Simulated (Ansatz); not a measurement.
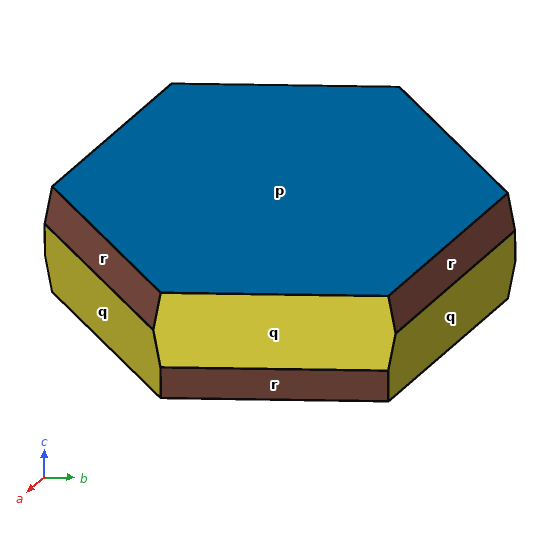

Crystal habit computed by the BFDH rule (growth rate of a face proportional to 1/d, systematic absences taken into account). This is a geometric estimate, not an energy calculation. Faces of one form share a colour. Cell of C: space group R-3m (No. 166), a = 2.465 Å, b = 2.465 Å, c = 20.807 Å, α = 90.00°, β = 90.00°, γ = 120.00°. Source: the end point of a relaxation with Ansatz, DFT PBE+D3(BJ), scalar-relativistic, plane waves, PAW. Forms under 0.4 % of the area are left out.

Index the forms that can be seen.

blue (p): {003} (d = 6.94 Å, 61 % of the area); yellow (q): {101} (d = 2.12 Å, 26 % of the area); brown (r): {012} (d = 2.09 Å, 13 % of the area).
